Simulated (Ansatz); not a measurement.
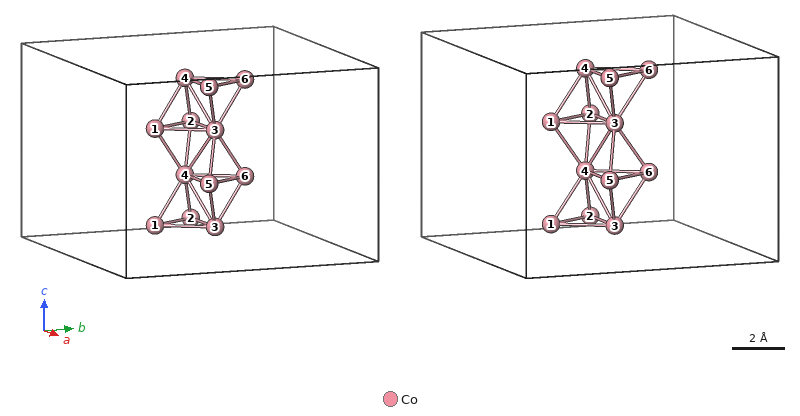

Two geometries of a wire of composition Co, drawn at one scale. One is the start of a relaxation, the other its converged end. Style: ball-and-stick. Shown: the 2 repeat of the cell, with the vacuum cut short, slightly off an axis.

The calculation used Ansatz 0.2.0, DFT PBE, scalar-relativistic, plane waves, PAW. Settings: plane-wave cutoff 420 eV; k-point mesh 1 × 1 × 8; occupations gaussian; smearing width 0.05 eV; collinear spin; cell relaxed at fixed a, b, alpha, beta, gamma; force threshold 0.02 eV/Å; at most 45 steps.

Which of the two is the end point?

Answer. The left one is the relaxed one. Case: wire along [0 0 1], 6 atoms a period. The largest moves relative to the layer's centre, 0.15 Å, are those of Co1, Co2, Co5 and Co6. Along the periodic axis the drawn cell goes c 8.066 → 7.632 Å (−5.4 %). Some distances before and after: Co1–Co2 2.494 → 2.274 Å, Co1–Co4 2.478 → 2.298 Å, Co1–Co3 2.494 → 2.364 Å, Co3–Co4 2.478 → 2.416 Å. Bond angles that change, for instance: Co3–Co5–Co3 108.9° → 112.2°, Co3–Co5–Co4 59.8° → 62.4°. Over 4 accepted moves (5 points after the start) the energy falls by 0.989 eV per cell of the calculation. The largest force component goes from 1.9 to 0.017 eV/Å. The SCF was repeated once at an unchanged geometry on a basis and grid sized afresh for the cell, which shifted the energy by 3.8 meV per cell of the calculation at most.

Limits of the set-up: the k-point mesh is coarse for a cell with partly filled bands.
